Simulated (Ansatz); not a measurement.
# Ni: what the fields show

```
CELL_PARAMETERS angstrom
-1.40015 1.40015 1.40015
-2.80030 -2.80030 0.00000
1.40015 -1.40015 1.40015
ATOMIC_POSITIONS crystal
Ni 0.77095 0.75000 0.58763
Ni 0.22905 0.25000 0.41237
```

Space group P2₁/m; a point of a scan over the structure, not its minimum; a structure from a database of computed crystals, not necessarily the ambient phase; not relaxed (largest force 0.7 eV/Å); computed pressure about 6 GPa in this cell; the SCF solution may not be the lowest one; PAW files of the earlier set (soft_1); spin-polarised.

Theory: DFT PBE, scalar-relativistic, plane waves, PAW (Ansatz).

The density is the valence pseudo-density of a PAW calculation; it isn't the true density close to the nuclei.

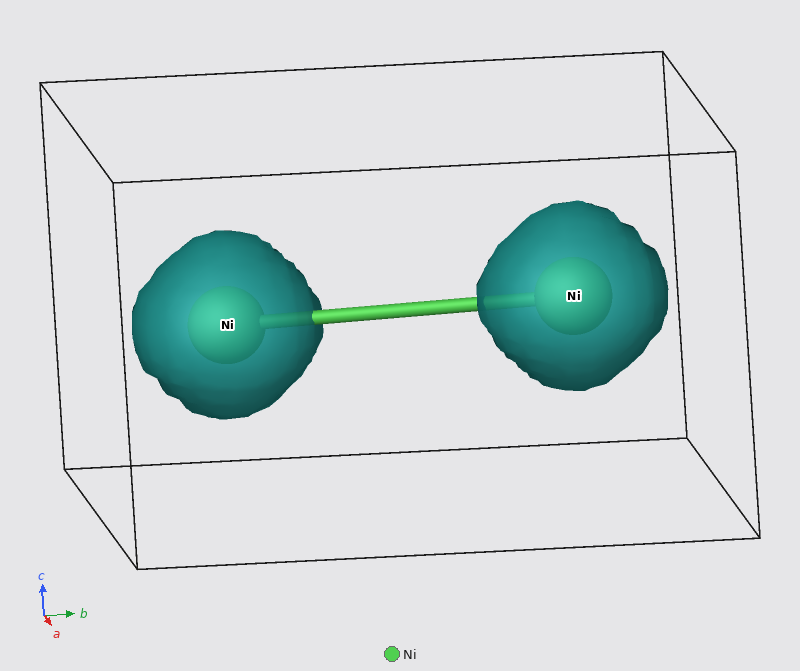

Figure 1. Isosurfaces of the magnetisation density (up minus down) at +0.2 (teal) and −0.2 e/Å³ (pink), seen slightly off an axis. Sticks mark near contacts.

Where is the spin, and how is it ordered?

The spin density sits on Ni: +0.7 μB (×2) in one cell of 2 atoms: parallel moments (a ferromagnetic arrangement) in this solution. The cell of the calculation (2 atoms) carries 1.2 μB of net spin moment. Only one sign reaches the isovalue.

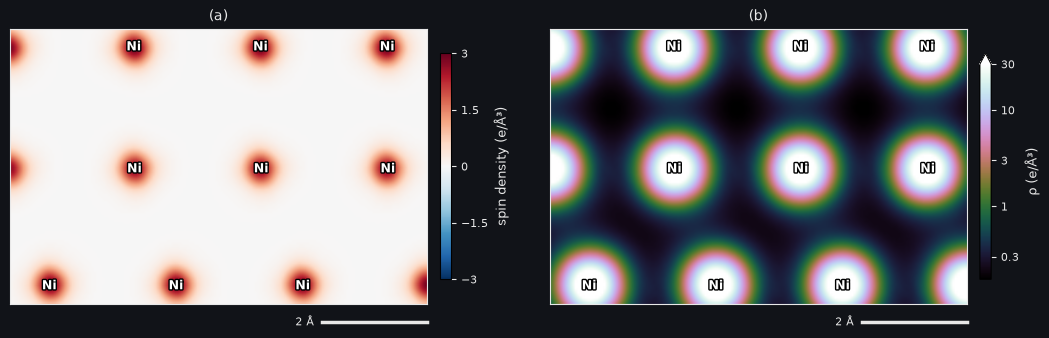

Figure 2. (a) spin density (up minus down); (b) valence pseudo-density on the (11̄0) plane of the conventional cell.

Read the bonding off the picture.

- The section cuts through Ni sites.
- Ni–Ni (2.34 Å): the density is about 0.41 e/Å³ at the midpoint.
- Ni–Ni (2.38 Å): the density is about 0.39 e/Å³ at the midpoint.
- Ni–Ni (2.43 Å): the density is about 0.34 e/Å³ at the midpoint.
- Between the atoms the lowest density in this plane is 0.17 e/Å³.
